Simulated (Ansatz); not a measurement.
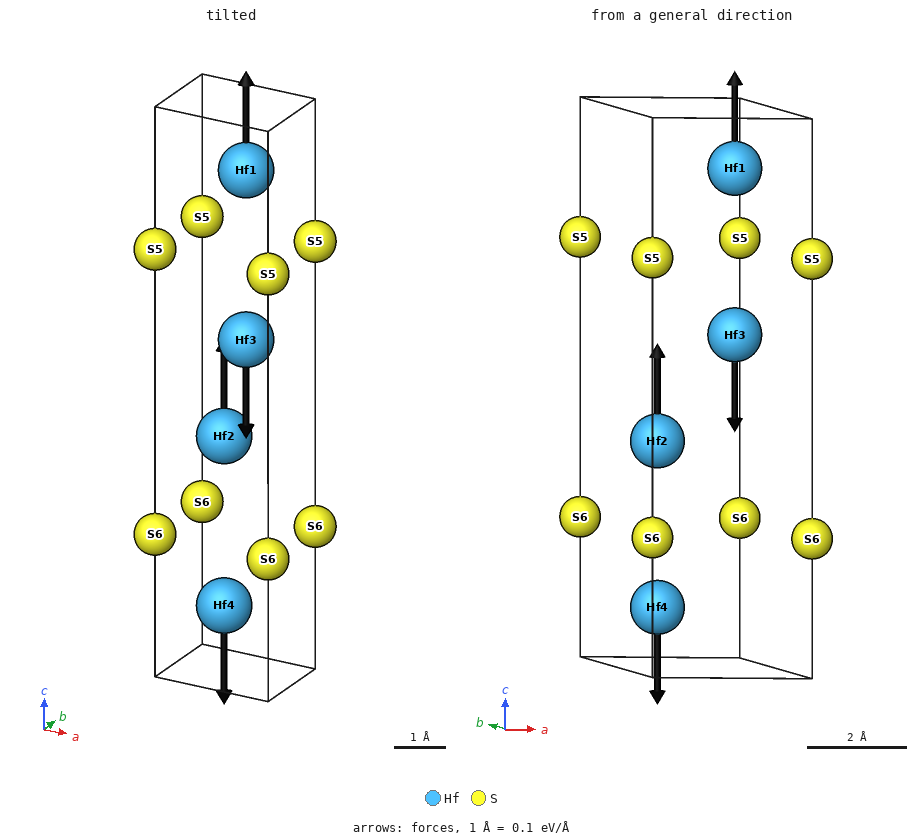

An orthographic spheres-only view of the structure, slightly off an axis and from a general direction. The wireframe shows the simulation cell. The arrows are the computed forces on the atoms.

System: Hf₂S. Computational set-up: DFT PBEsol, scalar-relativistic, plane waves, PAW (Ansatz), wavefunction cutoff 420 eV, an 18×18×4 sampling of the Brillouin zone, Gaussian smearing of 0.15 eV, no spin polarisation.

Is the structure at a minimum of the energy?

Answer. No. The atoms still feel forces of up to about 0.15 eV/Å, above a usual threshold of 0.01 to 0.03 eV/Å.

Name the atom under the greatest force.

Answer. All Hf atoms, about 0.15 eV/Å.

It goes back to a structure listed in the Materials Project. The cell was then strained or its atoms displaced on purpose. A calculation with Ansatz used it as input.
